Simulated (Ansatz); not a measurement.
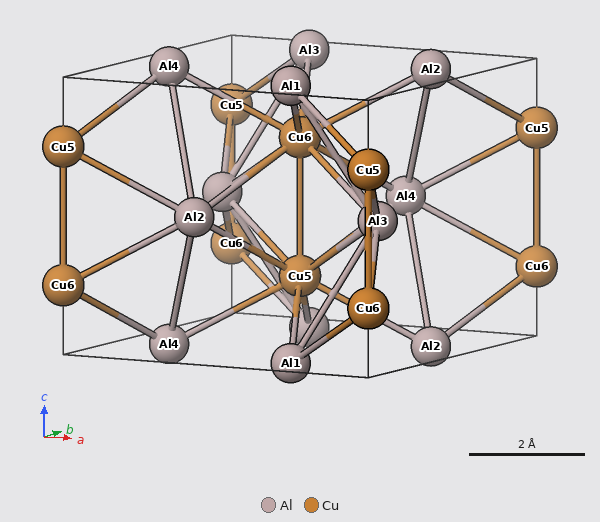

**Figure 1.** The structure as given in the input (ball-and-stick view of the cell 2 times as large as that of the calculation, set on its symmetry axes, seen at an oblique angle; atoms are numbered from 1 in the order of the input). An atom can appear more than once, as a periodic image.

Al2Cu: single-point calculation

The run: single-point calculation of Al2Cu (6 atoms in the cell). Method and program: DFT PBEsol, scalar-relativistic, plane waves, PAW, no spin polarisation (Ansatz 0.2.0).

The structure derives from an entry of the Crystallography Open Database. Figures and captions count atoms from 1; the log counts them from 0 in places.

What the program printed
```
Engine: ansatz 0.2.0, aarch64-unknown-linux-gnu
Pseudopotentials: kind: paw
Pseudopotential: Al, paw, valence charge 3, recommended cutoff 420 eV (normal), Al.paw.azcp
Pseudopotential: Cu, paw, valence charge 19, recommended cutoff 420 eV (normal), Cu.paw.azcp
Functional definition: PBEsol
  exchange = pbesol_x
  correlation = pbesol_c
Crystal: 6 atoms, lattice volume = 89.758 Å³
Basis set: ecut = 420 eV, 1729 PW (Γ), exchange–correlation on 72×72×72 points (8 copies of the dense FFT grid, shifted against one another)
Bands: 31, of which v1, the nominal top of the filled ones, is band 25 counted from 1 (24 counted from 0)
Symmetry: 16 space group operations
Space group: I4/mcm (ITA 140), of the structure as read, at distance tolerance 4.5e-5 Å
k-points: 30 of 216
Non-local potential: Al, projectors of the file, l = 0: 2, l = 1: 2, l = 2: 1
Non-local potential: Cu, projectors of the file, l = 0: 3, l = 1: 2, l = 2: 3, l = 3: 1
PAW form: soft (Blöchl's): semilocal exchange-correlation on the pseudo side does not see the compensation charge
PAW frozen core: Al, regenerated for the run's functional, and the local potential with it (the file was generated under x = pbe(κ = 0.804, μ = 0.2195149727645171), c = pbe(β = 0.06672455060314922))
PAW frozen core: Cu, regenerated for the run's functional, and the local potential with it (the file was generated under x = pbe(κ = 0.804, μ = 0.2195149727645171), c = pbe(β = 0.06672455060314922))
PAW one-centre angular grid: Al, 110 points (default); XC on 64 Gauss nodes
PAW one-centre angular grid: Cu, 590 points (default); XC on 64 Gauss nodes
Initial density: superposition of atomic densities (neutral atoms: chi_scale 0, normalization atom), corrected by the library's trained network
Initial wavefunctions: pseudopotential atomic-orbital guess
Functional: x = pbesol(κ = 0.804, μ = 0.12345679012345678), c = pbesol(β = 0.046)
SCF iter   1: F=—  HF=-15276.812566 eV  |F-HF|=—  |Δ(HF+E_count)|=         —  Δρ=4.46e-3  dr2=9.34e-3  ethr=1.77e-3  ⟨swp⟩=7.9  Hψ=4627  notcnv=0  defer=1
preconditioner: auto → Kerker (q_TF=auto, 2.475 Å⁻¹)  [metal: Δε(μ)=0.110 eV  Ē_g=7.117 eV  σ=0.100 eV  W_gap=0.45  n_scr=16 (ndim 8)  ℏωp=22.9 eV  f_vac=0.000  D(μ)=2.77/eV (n_scr^D=16)]
SCF iter   2: F=—  HF=-15276.809202 eV  |F-HF|=—  |Δ(HF+E_count)|=   3.36e-3  Δρ=1.33e-3  dr2=4.00e-3  ethr=1.87e-5  ⟨swp⟩=2.4  Hψ=1876  notcnv=0  defer=1
SCF iter   3: F=—  HF=-15276.808666 eV  |F-HF|=—  |Δ(HF+E_count)|=   5.36e-4  Δρ=8.64e-4  dr2=1.45e-3  ethr=8.00e-6  ⟨swp⟩=1.1  Hψ=889  notcnv=0  defer=1
SCF iter   4: F=—  HF=-15276.808301 eV  |F-HF|=—  |Δ(HF+E_count)|=   3.64e-4  Δρ=1.87e-4  dr2=7.96e-5  ethr=2.90e-6  ⟨swp⟩=2.1  Hψ=1337  notcnv=0  defer=1
SCF iter   5: F=—  HF=-15276.808294 eV  |F-HF|=—  |Δ(HF+E_count)|=   7.61e-6  Δρ=3.19e-5  dr2=2.02e-6  ethr=1.59e-7  ⟨swp⟩=2.0  Hψ=1210  notcnv=0  defer=1
SCF iter   6: F=-15276.808293 eV  HF=-15276.808293 eV  |F-HF|=3.58e-8  |Δ(HF+E_count)|=   4.55e-7  Δρ=6.26e-6  dr2=2.34e-8  ethr=2.00e-10  ⟨swp⟩=6.5  Hψ=4756  notcnv=0
SCF 1 converged in 6 iterations: F = -15276.808293 eV  dr2 = 2.34e-8
  greatest PAW one-centre occupation: 1.000 electrons in one spin orbital (limit 2), on the Cu atom at site 5 (counted from 0), in its partial waves of l = 0
SCF converged after 6 iterations
Free energy (F): -15276.808293 eV
Harris-Foulkes:  -15276.808293 eV  (|F-HF|=3.58e-8)
Internal energy: -15276.794630 eV  (E = F + TS)
E sigma→0 (E₀):  -15276.801462 eV
Entropy (-TS):   -0.013663 eV (-2.277 meV/atom)
Fermi energy:    10.126244 eV
--- Per-component energies (eV) ---
  E_band       = -934.641668
  E_kinetic    = 691.255402
  E_local      = -12450.421903  (includes V_loc(G=0)·N_el)
  E_nonlocal   = 813.948963
  E_hartree    = 5629.181288
  E_xc         = -337.365920
  E_vxc        = -349.755977  (∫ρ·V_xc dr)
  E_paw        = -5062.924875  (= ΣΔE_a)
  E_vpaw       = -898.017463  (= ΣTr[D̂ρ^β])
  E_aug_tail   = 0.000522  (compensation charges beyond the density's cutoff)
  E_ewald      = -4560.957069
  E_core_change = 0.488960  (= ΣΔE_core)
  E_smearing   = -0.013663  (= −TS)
  E_closure    = 0.000000  (closes the sum)
  Σ components = -15276.808293   (vs F -15276.808293, Δ=0.00e0)
--- Forces (eV/Å), atoms counted from 1 ---
  atom   1  Al     0.06171436     0.06171436     0.00000000
  atom   2  Al    -0.06171436     0.06171436     0.00000000
  atom   3  Al    -0.06171436    -0.06171436     0.00000000
  atom   4  Al     0.06171436    -0.06171436     0.00000000
  atom   5  Cu     0.00000000     0.00000000     0.00000000
  atom   6  Cu    -0.00000000     0.00000000     0.00000000
  max |Σ_I F_I| component: 6.94e-18 eV/Å
--- Stress (GPa, compression-positive) ---
       -4.260130       0.000000      -0.000000
        0.000000      -4.260130      -0.000000
       -0.000000      -0.000000      -2.120725
  P = ⅓ Tr σ = -3.5470 GPa (-35.470 kbar)
--- Band table (eV; the first three rows and the last of 30) ---
  k-point 0: bands = ["-103.1548", "-103.1460", "-60.6858", "-60.6858", "-60.6770", "-60.6770", "-60.6628", "-60.5665", "-0.5184", "4.9306", "5.1393", "5.1393", "5.1469", "6.0549", "6.1866", "6.4904", "6.7939", "7.0557", "7.0557", "7.2811", "7.2811", "8.2221", "8.8386", "9.0354", "9.0354", "9.4094", "9.8549", "10.2756", "11.6537", "11.6537", "11.8341"]
  k-point 1: bands = ["-103.1548", "-103.1460", "-60.6858", "-60.6858", "-60.6770", "-60.6770", "-60.6628", "-60.5665", "-0.2920", "4.4508", "5.0881", "5.1318", "5.2097", "5.9431", "6.2250", "6.2546", "6.3715", "6.6406", "7.0538", "7.0558", "7.5829", "8.3799", "8.3942", "8.8165", "9.2508", "9.4851", "10.9064", "11.2848", "12.2711", "12.3087", "12.4099"]
  k-point 2: bands = ["-103.1548", "-103.1460", "-60.6858", "-60.6858", "-60.6770", "-60.6770", "-60.6628", "-60.5665", "0.3799", "2.9499", "4.9895", "5.2221", "5.3810", "5.7876", "6.0140", "6.0249", "6.3263", "6.5812", "7.0499", "7.0559", "7.6886", "7.7127", "8.2648", "8.9164", "9.2859", "9.4959", "11.8043", "11.8558", "13.0673", "13.6578", "13.7651"]
  k-point 29: bands = ["-103.1548", "-103.1460", "-60.6858", "-60.6858", "-60.6770", "-60.6770", "-60.6628", "-60.5665", "3.2480", "3.2854", "3.4480", "3.4480", "4.9231", "5.4530", "5.4530", "5.6562", "5.8505", "6.1396", "6.1482", "6.4680", "6.9135", "7.0483", "7.0483", "8.4421", "12.7288", "13.1339", "13.1339", "13.5536", "14.1988", "14.8994", "14.8994"]
```

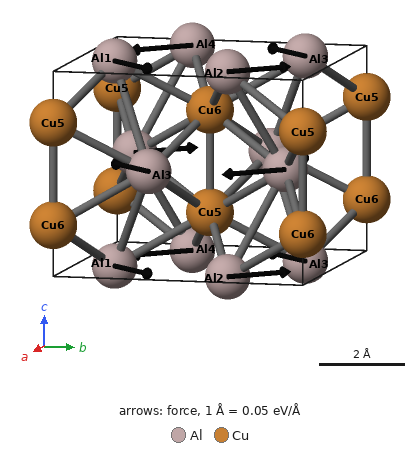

**Figure 2.** Forces on the atoms as black arrows (ball-and-stick view of the cell 2 times as large as that of the calculation, set on its symmetry axes, seen slightly off an axis; atoms are numbered from 1 in the order of the input). The largest act on all 4 Al atoms (0.09 eV/Å). The geometry is not a stationary point of this energy.

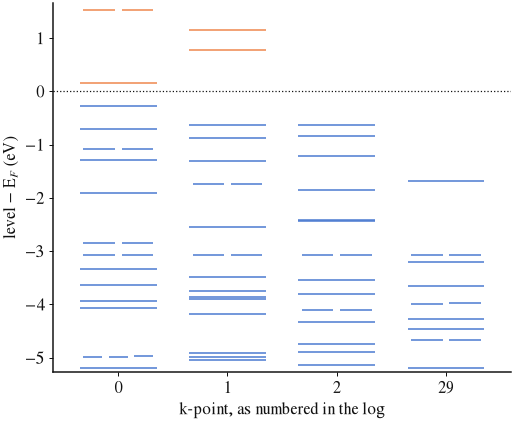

**Figure 3.** Kohn–Sham levels near the Fermi level (dotted) at the few k-points that the log prints; levels within 0.02 eV of each other stand side by side. The system is metallic on the full mesh.

The run was set up as follows.

The input
```yaml
crystal:
  lattice:
    - [-3.0335, 3.0335, 2.4385]
    - [3.0335, -3.0335, 2.4385]
    - [3.0335, 3.0335, -2.4385]
  atoms:
    - { symbol: Al, position: [0.1581, 0.6581, 0.8162] }
    - { symbol: Al, position: [0.6581, 0.8419, 0.5] }
    - { symbol: Al, position: [0.8419, 0.3419, 0.1838] }
    - { symbol: Al, position: [0.3419, 0.1581, 0.5] }
    - { symbol: Cu, position: [0.75, 0.75, 0.0] }
    - { symbol: Cu, position: [0.25, 0.25, 0.0] }
basis:
  ecutwfc: 420
kpoints:
  mp_grid: { grid: [6, 6, 6] }
hamiltonian:
  xc: pbesol
scf:
  occupations: { method: gaussian, width: 0.1 }
output:
  forces: true
  stress: true
  eigenvalues: true
```

Launched with:
```bash
ansatz run input.yaml --threads 4 --pin off --max-ram 10240MiB --backend cpu --events-out ev --progress --plain --runs-dir out
```

Results in brief

| quantity | value |
| --- | --- |
| outcome | converged |
| space group (tolerance 0.01 Å) | I4/mcm (140) |
| electrons treated | 50 |
| free energy | −15276.8083 eV |
| Fermi energy | 10.126 eV |
| gap on the k-point mesh | none (metallic) |
| pressure | −3.55 GPa |
| largest force (length of the vector) | 0.087 eV/Å |
| hardware | 4 threads of Arm Neoverse V1, 24 GiB of memory available, shared host |
| wall time | 1.5 s (CPU time 5.2 s) |
| peak memory | 0.42 GiB |
